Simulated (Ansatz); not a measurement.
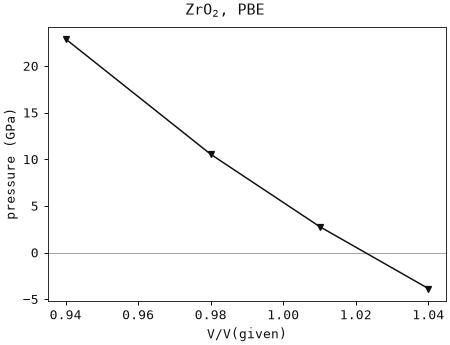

Plotted: pressure against V/V(given) for ZrO₂, space group P4_2/nmc (No. 137).

The given structure:
```xyz
6
Lattice="3.5961 0.0000 0.0000 0.0000 3.5961 0.0000 0.0000 0.0000 5.1770" Properties=species:S:1:pos:R:3 pbc="T T T"
Zr    0.0000    0.0000    0.0000
Zr    1.7980    1.7980    2.5885
O     0.0000    1.7980    1.0509
O     0.0000    1.7980    3.6394
O     1.7980    0.0000    1.5376
O     1.7980    0.0000    4.1261
```

Computed with Ansatz 0.2.0: periodic Kohn-Sham DFT of a crystal at fixed atoms, scaled to the stated factor times the given cell; pressure positive in compression. Level: PBE.

| setting | value |
| --- | --- |
| method | all-electron PAW |
| relativity | scalar |
| k mesh | 6×6×4 |
| occupations | Fermi–Dirac |
| smearing width | 0.01 eV |
| nucleus | Gaussian |

V(given) is 11.16 Å³/atom.

From this curve and the settings, what does the calculation give for the largest field gradient Vzz at the same points?

The largest field gradient Vzz falls from 5.115 1e21 V/m² at V/V(given) 0.94 to 4.642 1e21 V/m² at 1.04.

```json
{"V/V(given)": "0.94", "largest field gradient Vzz (1e21 V/m²)": "5.115"}
{"V/V(given)": "0.98", "largest field gradient Vzz (1e21 V/m²)": "4.916"}
{"V/V(given)": "1.01", "largest field gradient Vzz (1e21 V/m²)": "4.776"}
{"V/V(given)": "1.04", "largest field gradient Vzz (1e21 V/m²)": "4.642"}
```

Note: shape and atomic fractions are frozen while scaling, which makes layered, chain and framework solids too stiff.
